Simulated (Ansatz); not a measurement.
```
Ga As
1.0
     4.24976    0.00000    0.00000
    -2.12488    3.68040    0.00000
     0.00000    0.00000    5.77324
Ga As
2 2
Cartesian
  0.0000 2.4536 1.4433
  2.1249 1.2268 4.3299
  2.1249 1.2268 1.4433
  0.0000 2.4536 4.3299
```

Space group P6₃/mmc; started from the h-MgO (five-fold) prototype, which need not be the ambient phase.

The calculation used DFT, HSE06, plane waves, PAW (Ansatz 0.2.0).

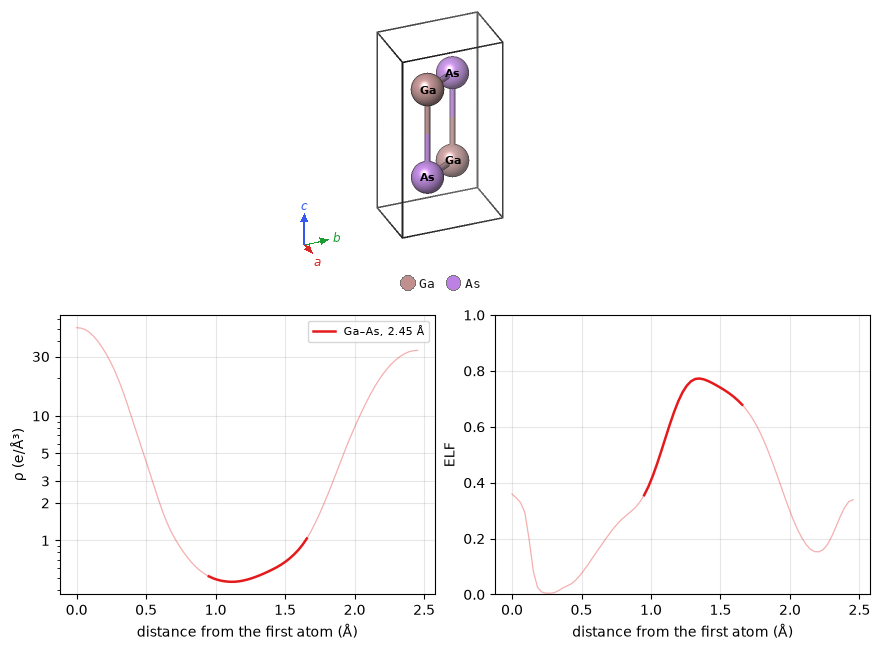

GaAs. Valence electron density and electron localisation function along straight lines between neighbouring atoms. Thin, pale parts lie inside the atomic spheres. The structure is drawn too.

The density is the valence pseudo-density of a PAW calculation; it isn't the true density close to the nuclei.

Question: What can be read from the curves?

Answer: Ga–As (2.45 Å): ρ at the midpoint is about 0.48 e/Å³; the ELF peaks at about 0.75 between the atoms.
